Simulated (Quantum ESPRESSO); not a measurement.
## Single-point calculation of ZrN (part 2 of 2)

Continued. System: ZrN (Fm-3m, 2 atoms in the cell). Method: Kohn-Sham DFT of a periodic cell, PBE, SSSP 1.3 efficiency PBE, no spin polarisation (Quantum ESPRESSO 7.5); cutoff 816.34 eV, 10×10×10 k-mesh, fermi-dirac of 0.05 eV. The structure derives from an entry of the Crystallography Open Database. The volume is scaled by 1.06.

Geometry of the input (Å; fractional positions):
```
0.0000  2.3451  2.3451
2.3451  0.0000  2.3451
2.3451  2.3451  0.0000
Zr 0.5000  0.5000  0.5000
N  0.0000  0.0000  0.0000
```

**Log, continued**
```
          k =-0.3536-0.3536 0.3536 (  1380 PWs)   bands (ev):

   -33.1087 -11.7939 -10.9699 -10.9699   2.4977   9.2552  11.2063  11.2063
    19.2960  19.3533  19.3533  21.0087  23.5750  23.5750  28.3525

          k = 0.1414 0.0000 0.0000 (  1387 PWs)   bands (ev):

   -33.1990 -10.9820 -10.9200 -10.9200   0.8106  12.6994  13.6995  13.6995
    15.8056  16.9162  16.9162  18.1388  18.6603  20.1327  26.4615

          k = 0.2121 0.0707-0.0707 (  1366 PWs)   bands (ev):

   -33.1787 -11.1559 -10.9493 -10.9333   1.1320  11.7341  13.0068  13.1754
    15.8292  17.5354  17.5636  18.9124  19.4324  21.5138  27.6027

          k = 0.2828 0.1414-0.1414 (  1368 PWs)   bands (ev):

   -33.1489 -11.4093 -10.9769 -10.9566   1.6126  10.7884  12.0781  12.4126
    16.3492  18.2911  18.3801  20.3529  20.6966  22.7452  28.5006

          k = 0.3536 0.2121-0.2121 (  1373 PWs)   bands (ev):

   -33.1209 -11.6339 -10.9923 -10.9898   2.0820   9.9810  11.4845  11.7662
    17.2235  19.1277  19.1823  21.5614  21.8827  23.4627  28.1128

          k =-0.2828-0.4243 0.4243 (  1371 PWs)   bands (ev):

   -33.1056 -11.7519 -11.0197 -10.9898   2.3590   9.5217  11.2969  11.3762
    18.3304  19.3714  19.4513  21.6567  23.1577  23.6662  27.8892

          k =-0.2121-0.3536 0.3536 (  1377 PWs)   bands (ev):

   -33.1089 -11.7266 -11.0342 -10.9704   2.3159   9.5877  11.2940  11.4680
    18.5040  18.9312  19.2859  21.6380  23.0807  23.5681  28.0014

          k =-0.1414-0.2828 0.2828 (  1368 PWs)   bands (ev):

   -33.1295 -11.5670 -11.0265 -10.9414   1.9701  10.1853  11.5304  11.9430
    17.5854  18.0006  19.1747  20.7860  22.4963  22.8611  28.2879

          k =-0.0707-0.2121 0.2121 (  1366 PWs)   bands (ev):

   -33.1595 -11.3279 -10.9967 -10.9136   1.4739  11.1670  12.0611  12.6346
    16.9750  17.1219  18.3114  19.4227  21.5018  21.6705  28.3095

          k = 0.0000-0.1414 0.1414 (  1375 PWs)   bands (ev):

   -33.1872 -11.1033 -10.9489 -10.8979   1.0176  12.3089  12.8023  13.3246
    16.5584  16.6004  17.3350  18.5301  19.9611  20.4192  27.1290

          k = 0.2828 0.0000 0.0000 (  1375 PWs)   bands (ev):

   -33.1650 -11.1927 -10.9909 -10.9909   1.2380  11.1953  13.3559  13.3559
    14.9546  18.3378  18.3378  18.4998  19.2456  22.7877  28.4534

          k = 0.3536 0.0707-0.0707 (  1358 PWs)   bands (ev):

   -33.1405 -11.3587 -11.0283 -11.0263   1.4804  10.7825  12.7415  12.9956
    15.0543  18.8893  19.0324  19.4281  20.0123  23.7921  29.3724

          k = 0.4243 0.1414-0.1414 (  1364 PWs)   bands (ev):

   -33.1147 -11.5374 -11.0770 -11.0476   1.7691  10.5156  11.9224  12.3904
    15.7465  19.5813  19.6272  20.7017  21.0700  24.2565  28.1434

          k =-0.2121-0.4950 0.4950 (  1368 PWs)   bands (ev):

   -33.0973 -11.6482 -11.1389 -11.0416   2.0120  10.2418  11.5441  11.8509
    16.7944  19.5829  19.7281  21.8027  22.1617  24.3865  27.3073

          k =-0.1414-0.4243 0.4243 (  1382 PWs)   bands (ev):

   -33.0952 -11.6573 -11.1838 -11.0126   2.1254  10.0205  11.5191  11.6332
    18.0367  18.8891  19.1793  21.5226  23.3165  24.4637  27.4750

          k =-0.0707-0.3536 0.3536 (  1368 PWs)   bands (ev):

   -33.1091 -11.5750 -11.1808 -10.9713   2.0504  10.0881  11.4463  11.9480
    18.0484  18.3176  19.1574  20.4909  23.5594  23.7604  27.9953

          k = 0.0000-0.2828 0.2828 (  1362 PWs)   bands (ev):

   -33.1337 -11.4498 -11.1100 -10.9334   1.7988  10.5013  11.6378  12.3378
    17.5097  17.5537  19.1376  19.6123  22.7071  22.8156  29.1199

          k = 0.4243 0.0000 0.0000 (  1363 PWs)   bands (ev):

   -33.1228 -11.4141 -11.0777 -11.0777   1.4266  10.8446  13.2806  13.2806
    14.1259  18.9929  19.7017  19.7017  20.0208  24.4606  30.0608

          k = 0.4950 0.0707-0.0707 (  1367 PWs)   bands (ev):

   -33.1023 -11.5140 -11.1336 -11.1067   1.4690  11.0379  12.6492  13.0459
    14.5050  19.6593  20.1051  20.1702  20.6931  24.6913  28.0721

          k =-0.1414-0.5657 0.5657 (  1366 PWs)   bands (ev):

   -33.0870 -11.5640 -11.2320 -11.1046   1.6073  11.1694  11.9285  12.5192
    15.3952  19.9625  20.1179  21.0014  21.3889  25.0042  26.8985

          k =-0.0707-0.4950 0.4950 (  1366 PWs)   bands (ev):

   -33.0828 -11.5367 -11.3438 -11.0722   1.8044  10.7979  11.8004  11.9913
    16.6060  19.3716  19.6379  21.2365  22.3753  25.9712  26.8905

          k =-0.0000-0.4243 0.4243 (  1358 PWs)   bands (ev):

   -33.0913 -11.5301 -11.3359 -11.0214   1.9825  10.3240  11.6111  11.8847
    18.0088  18.7168  18.9258  20.6666  23.3756  25.7192  27.4341

          k = 0.5657 0.0000 0.0000 (  1359 PWs)   bands (ev):

   -33.0886 -11.5662 -11.1475 -11.1475   1.2885  11.4943  13.3806  13.3806
    13.5651  19.4404  20.4729  20.4729  20.6976  24.7143  27.0900

          k =-0.0707-0.6364 0.6364 (  1355 PWs)   bands (ev):

   -33.0787 -11.5888 -11.2062 -11.1549   1.2943  11.8100  12.5935  13.1649
    14.2822  20.0188  20.4216  20.5012  20.9974  25.0075  26.1643

          k = 0.0000-0.5657 0.5657 (  1348 PWs)   bands (ev):

   -33.0765 -11.5376 -11.3235 -11.1264   1.4881  11.6988  11.9063  12.6019
    15.2922  19.9713  20.1592  21.1293  21.1437  25.9695  26.0099

          k =-0.7071 0.0000 0.0000 (  1362 PWs)   bands (ev):

   -33.0755 -11.6186 -11.1740 -11.1740   1.1774  11.9908  13.3697  13.4514
    13.4514  19.6258  20.6550  20.6550  20.8545  25.0981  25.4949

          k = 0.2828 0.1414 0.0000 (  1353 PWs)   bands (ev):

   -33.1563 -11.2976 -11.0239 -10.9444   1.4284  11.0329  12.4702  12.8643
    15.8686  18.0883  18.5237  19.0068  20.4791  22.7770  28.6384

          k = 0.3536 0.2121-0.0707 (  1368 PWs)   bands (ev):

   -33.1285 -11.4844 -11.0855 -10.9695   1.7899  10.4622  11.8173  12.3185
    16.4065  18.6701  19.3235  19.9685  21.7374  23.6725  28.6079

          k =-0.2828-0.4243 0.5657 (  1365 PWs)   bands (ev):

   -33.1058 -11.6376 -11.1154 -11.0021   2.0798  10.0483  11.4704  11.8195
    17.2509  19.2856  19.3875  21.1863  22.7297  24.0679  27.7558

          k =-0.2121-0.3536 0.4950 (  1368 PWs)   bands (ev):

   -33.0971 -11.6959 -11.1225 -11.0179   2.1902   9.8876  11.4958  11.5060
    18.1551  18.5948  19.7002  21.8425  23.1188  24.1087  27.5336

          k = 0.4243 0.1414-0.0000 (  1361 PWs)   bands (ev):

   -33.1181 -11.4638 -11.1160 -11.0433   1.6005  10.7160  12.4719  12.6216
    15.2329  19.3988  19.5587  19.8691  20.8955  24.4048  28.8952

          k =-0.2121-0.4950 0.6364 (  1368 PWs)   bands (ev):

   -33.0976 -11.5518 -11.1896 -11.0748   1.7486  10.7459  11.8831  12.2569
    15.9379  19.5421  19.9702  20.5000  21.9865  24.7823  27.5157

          k =-0.1414-0.4243 0.5657 (  1372 PWs)   bands (ev):

   -33.0868 -11.5852 -11.2540 -11.0814   1.8821  10.6148  11.7001  11.9038
    16.9468  18.7579  20.0909  21.3426  22.4320  25.3901  27.1255

          k =-0.0707-0.3536 0.4950 (  1366 PWs)   bands (ev):

   -33.0900 -11.5662 -11.2797 -11.0504   1.9534  10.4168  11.6459  11.8590
    17.7573  18.2334  19.7463  20.9139  23.0203  25.4853  27.3722

          k = 0.0000-0.2828 0.4243 (  1368 PWs)   bands (ev):

   -33.1060 -11.5320 -11.2152 -11.0041   1.9227  10.3500  11.6180  12.0882
    16.9922  19.1885  19.2097  20.2051  22.8678  24.4659  27.9571

          k =-0.1414-0.5657 0.7071 (  1359 PWs)   bands (ev):

   -33.0872 -11.5540 -11.1898 -11.1444   1.4504  11.3927  12.5200  12.6036
    14.8877  19.8754  20.1826  20.4344  21.2892  24.9202  27.0291

          k =-0.0707-0.4950 0.6364 (  1368 PWs)   bands (ev):

   -33.0785 -11.5310 -11.2935 -11.1517   1.5574  11.5258  11.9309  12.3198
    15.7280  19.3498  20.4818  20.7073  21.6857  25.7399  26.6662

          k =-0.0000-0.4243 0.5657 (  1362 PWs)   bands (ev):

   -33.0796 -11.4382 -11.4321 -11.1107   1.7510  10.9835  11.8725  11.9762
    16.8627  18.5389  20.1940  20.9236  22.2808  26.9032  27.0156

          k =-0.7071 0.1414 0.0000 (  1366 PWs)   bands (ev):

   -33.0754 -11.5775 -11.2178 -11.1891   1.3352  11.9449  12.4881  12.6347
    14.7988  20.0140  20.2170  20.6581  21.1898  25.5979  25.7713

          k =-0.1414-0.4243 0.7071 (  1364 PWs)   bands (ev):

   -33.0837 -11.5150 -11.2992 -11.1290   1.7365  11.0074  11.8530  12.0220
    16.6608  18.6589  20.3294  20.5769  22.3553  25.8677  27.2914

          k =-0.0707-0.3536 0.6364 (  1368 PWs)   bands (ev):

   -33.0783 -11.4712 -11.3605 -11.1606   1.7329  11.0984  11.8697  11.9320
    17.5394  17.6355  20.4877  20.8359  22.1336  26.9870  27.0854

          k =-0.7071 0.2828 0.0000 (  1366 PWs)   bands (ev):

   -33.0752 -11.4685 -11.3311 -11.2134   1.6093  11.5655  11.8925  12.0169
    16.5589  18.4470  20.5828  20.6631  21.8420  26.7938  26.8851

     the Fermi energy is    16.6007 ev

!    total energy              =    -119.59684122 Ry
     estimated scf accuracy    <          1.8E-10 Ry
     smearing contrib. (-TS)   =      -0.00049781 Ry
     internal energy E=F+TS    =    -119.59634341 Ry

     The total energy is F=E-TS. E is the sum of the following terms:
     one-electron contribution =      -8.08520897 Ry
     hartree contribution      =      13.93188226 Ry
     xc contribution           =     -23.26698112 Ry
     ewald contribution        =    -102.17603558 Ry

     convergence has been achieved in  11 iterations

     negative rho (up, down):  6.209E-02 0.000E+00

     Forces acting on atoms (cartesian axes, Ry/au):

     atom    1 type  1   force =    -0.00000000   -0.00000000    0.00000000
     atom    2 type  2   force =     0.00000000    0.00000000    0.00000000

     Total force =     0.000000     Total SCF correction =     0.000000

     Computing stress (Cartesian axis) and pressure

     negative rho (up, down):  6.209E-02 0.000E+00
          total   stress  (Ry/bohr**3)                   (kbar)     P=     -138.71
  -0.00094290   0.00000000   0.00000000         -138.71        0.00        0.00
   0.00000000  -0.00094290   0.00000000            0.00     -138.71        0.00
   0.00000000   0.00000000  -0.00094290            0.00        0.00     -138.71

=------------------------------------------------------------------------------=
   JOB DONE.
=------------------------------------------------------------------------------=
```

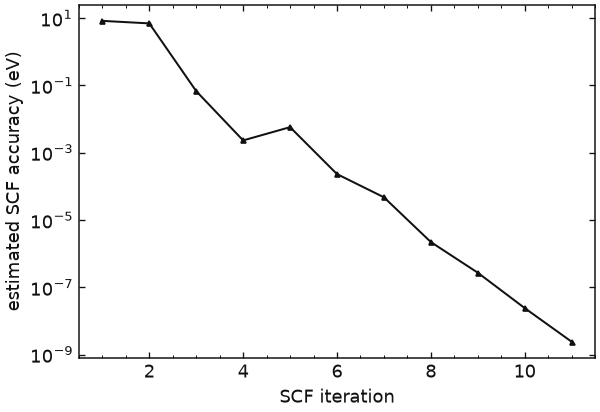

Fig. 1: Convergence of the self-consistent field: estimated SCF accuracy against the iteration. The field takes 11 iterations in all.

**Summary**

```csv
quantity,value
outcome,converged
space group (tolerance 0.01 Å),Fm-3m (225)
electrons treated,17
free energy,−1627.1979 eV
Fermi energy,16.601 eV
gap on the k-point mesh,none (metallic)
pressure,−13.87 GPa
largest force (length of the vector),under 0.001 eV/Å
wall time,17 s
peak memory,0.18 GiB
```

**Remarks**

Notes on the run: negative rho. The cell holds an odd number of electrons but the run has no spin polarisation, so it comes out as a metal. The cell is under a tension of 13.9 GPa at this level, so it is not at its equilibrium volume.
